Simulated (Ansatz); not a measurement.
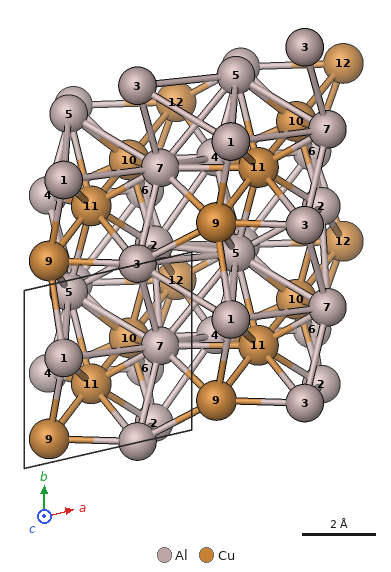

This is the input geometry for a relaxation of solid Al₂Cu (set up in P1) (coarse preliminary run). The picture is a ball-and-stick view of the cell of the calculation, repeated 2 × 2 × 1 with one cell outlined, seen along the c axis.

These are results of Ansatz 0.2.0, DFT PBE, scalar-relativistic, plane waves, PAW, not measurements.

The input:
```yaml
crystal:
  lattice:
    - [-2.9961062516, -2.9416219256, 2.3751695893]
    - [-3.0653955572, 3.0807716912, 2.461756041]
    - [-6.0772435619, -0.0005711545, -4.8564362739]
  atoms:
    - { symbol: Al, position: [0.2349965927, 0.5708489265, 0.9331212084] }
    - { symbol: Al, position: [0.7755362717, 0.0902756087, 0.4245757456] }
    - { symbol: Al, position: [0.6762307713, 1.0054028001, 0.8339237483] }
    - { symbol: Al, position: [0.1418688416, 0.5043296499, 0.3270952386] }
    - { symbol: Al, position: [0.2649028811, 0.9371060903, 0.5801750682] }
    - { symbol: Al, position: [0.7197954619, 0.4111221068, 0.0704493859] }
    - { symbol: Al, position: [0.8118509006, 0.514429954, 0.6765237272] }
    - { symbol: Al, position: [0.2935568804, -0.0219176546, 0.178166668] }
    - { symbol: Cu, position: [0.1484708942, 0.1343172025, 0.8535878138] }
    - { symbol: Cu, position: [0.626203885, 0.5994674208, 0.3817827483] }
    - { symbol: Cu, position: [0.3996109076, 0.3896535604, 0.6257432151] }
    - { symbol: Cu, position: [0.906975712, 0.8649643347, 0.1148554326] }
basis:
  ecutwfc: 420
kpoints:
  mp_grid: { grid: [6, 6, 4] }
hamiltonian:
  xc: pbe
scf:
  occupations: { method: gaussian, width: 0.2 }
  lower_state_search: "off"
output:
  forces: true
  stress: true
  eigenvalues: true
relax:
  adjacent_minimum: "off"
  f_tol: 0.025
  max_steps: 60
  cell: { stress_tol: 0.25 }
```

Command:
```bash
ansatz run input.yaml --threads 1 --pin off --max-ram 2560MiB --backend cpu --events-out ev --progress --plain --runs-dir out
```

Predict the outcome.

Answer. Over 3 accepted moves (4 points after the start) the energy falls by 1.152 eV per cell of the calculation. The largest force component goes from 1.9 to 0.0056 eV/Å. The pressure goes from 4.30 to −0.02 GPa. The SCF was repeated once at an unchanged geometry on a basis and grid sized afresh for the cell, which shifted the energy by 1.0 meV per cell of the calculation at most. The atom that moves furthest relative to the cell is Al8 (0.26 Å roughly along [3 3 −1]). By element the largest moves are Al 0.26 Å, Cu 0.19 Å. Cell: a 4.824 → 4.934 Å (+2.3 %), b 4.995 → 4.936 Å (−1.2 %), c 7.779 → 7.755 Å (−0.3 %), α 80.1° → 80.6°, β 79.8° → 80.5°. Volume +1.1 %. Among the contacts that change: Al8–Cu12 2.232 → 2.588 Å, Al8–Cu12 (another image) 2.840 → 2.587 Å, Al1–Cu12 2.329 → 2.582 Å, Al7–Cu11 2.340 → 2.588 Å. Among the angles between lasting bonds that change: Cu9–Al1–Cu12 124.7° → 111.8°, Al6–Al1–Cu12 64.0° → 56.0°, Cu9–Al1–Cu11 104.0° → 111.5°. Within 0.06 Å the space group is P1 at the start and I4/mcm at the end; at a tighter tolerance small leftover displacements or strains of the cell lower it.

The end point in the same view:

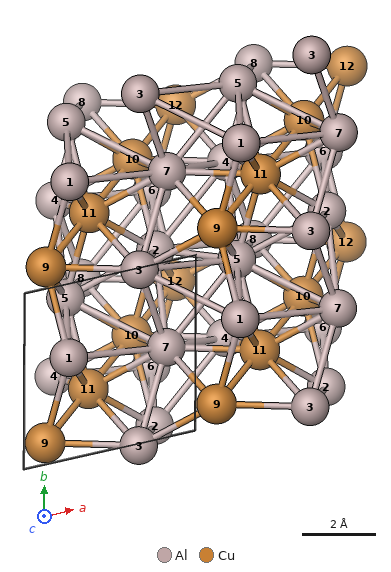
